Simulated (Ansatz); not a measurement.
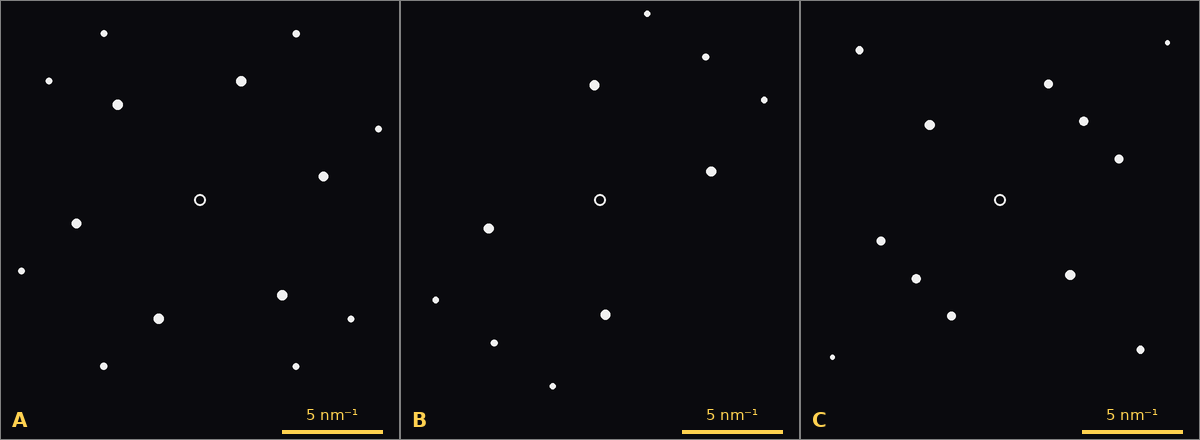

Computed electron diffraction patterns, 300 kV, single scattering only, B = 0.5 Å².

All three come from C, space group Pm-3n (No. 223), a = 3.895 Å. Structure: the geometry relaxed with DFT, revPBE, plane waves (420 eV) with PAW, scalar-relativistic (Ansatz); the starting structure was generated, so it need not be a known form of this composition.

Q: Assign the zone axes [111], [210], [211] to A, B and C.

A: A is [111]: hexagonal net of 1 0 -1 (itself too weak to see) at d = 2.75 Å and 0 1 -1 (itself too weak to see) at d = 2.75 Å, at 60.0°. B is [211]: rectangular net of 0 -1 1 (itself too weak to see) at d = 2.75 Å and -1 1 1 (itself extinct) at d = 2.25 Å, at 90.0°. C is [210]: rectangular net of 0 0 1 (itself extinct) at d = 3.89 Å and 1 -2 0 at d = 1.74 Å, at 90.0°.
